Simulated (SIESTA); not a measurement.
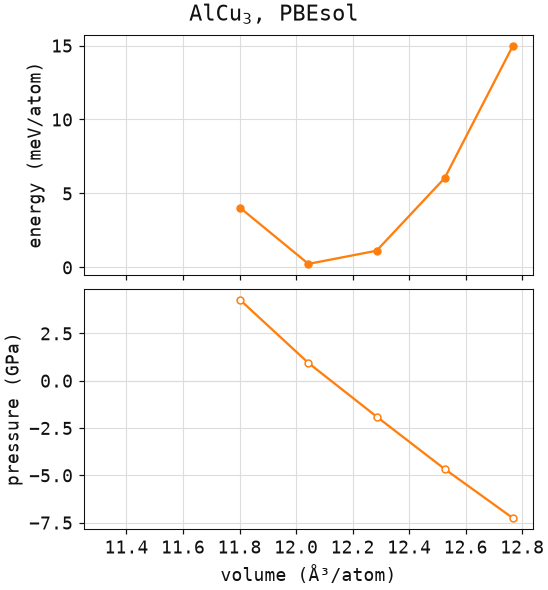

The plot gives the computed energy and pressure against volume for AlCu₃, space group Fm-3m (No. 225).

Cell as given: a = 4.084 Å, b = 4.084 Å, c = 4.084 Å, α = 60.00°, β = 60.00°, γ = 60.00°; 4 atoms.

How it was computed, with SIESTA 5.4.2: DFT in numerical atomic orbitals with pseudopotentials, no spin polarisation; energies at scaled volumes of the given cell, shape and fractions fixed, counted from the fit's minimum, third-order Birch-Murnaghan fit. Level: PBEsol.

| setting | value |
| --- | --- |
| k mesh | 8×8×8 |
| occupations | Fermi–Dirac |
| smearing width | 0.05 eV |
| potentials | PseudoDojo 0.4 standard, converted to PSML, two zetas on semicore shells |
| program settings | basis DZP, mesh cutoff 800 Ry |

The points at volume 11.32 Å³/atom and 11.56 Å³/atom are left out of the plot. What values does the calculation give there?

| volume (Å³/atom) | energy (meV/atom) | pressure (GPa) |
| --- | --- | --- |
| 11.32 | 28.00 | 11.79 |
| 11.56 | 13.23 | 7.89 |

Keep in mind: mulliken charges of long orbitals; short basis over semicore shells.
